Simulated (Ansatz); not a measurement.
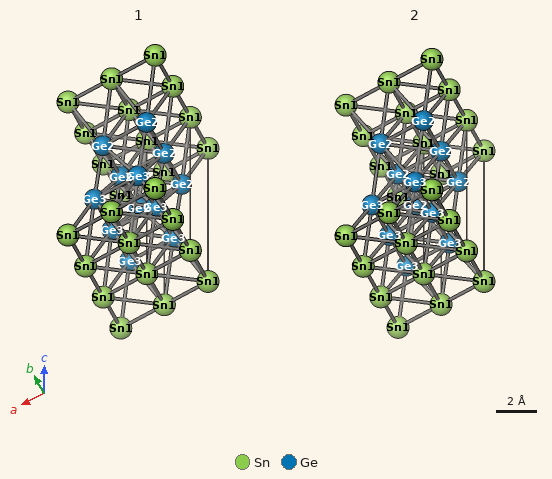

Two geometries of crystalline SnGe$_{2}$ (a generated structure, set up in P-3m1) (coarse preliminary run), drawn at one scale. One is the start of a relaxation, the other its converged end. A ball-and-stick model of the cell of the calculation, repeated 2 × 3 × 1 with one cell outlined, seen from a free direction.

All numbers below come from DFT PBE, scalar-relativistic, plane waves, PAW in Ansatz 0.2.0. Settings: plane-wave cutoff 420 eV; k-point mesh 6 × 6 × 2; occupations gaussian; smearing width 0.1 eV; no spin polarisation; cell and atoms relaxed; force threshold 0.04 eV/Å; at most 70 steps.

Q: Which geometry has the lower energy?

A: Structure 1 is the relaxed one. After 5 accepted moves (7 points after the start) the energy has fallen by 88.4 meV per atom. Largest force component: 0.62 eV/Å at the start, 0.0071 eV/Å at the end. Pressure: 2.18 GPa at the start and −0.19 GPa at the end. The line search rejected the trial step at point 2 of the run. At 1 point the geometry stayed and the basis and grid were re-selected for the new cell (energy shift of 0.2 meV per atom at most each time). The largest moves relative to the cell, 0.27 Å, are those of Ge2 and Ge3. Ge3 goes along +c. Sn stays in place. The volume changes by +5.0 %, with a = b 3.155 → 3.202 Å (+1.5 %), c 7.729 → 7.876 Å (+1.9 %). Near-neighbour distances that change, for instance: Ge2–Ge3 3.155 → 2.793 Å, Sn1–Ge2 3.155 → 3.432 Å, Sn1–Sn1 3.155 → 3.202 Å, Ge2–Ge2 3.155 → 3.202 Å. The space group stays P-3m1 (No. 164).

Limits of the set-up: the k-point mesh is coarse for a cell with partly filled bands.
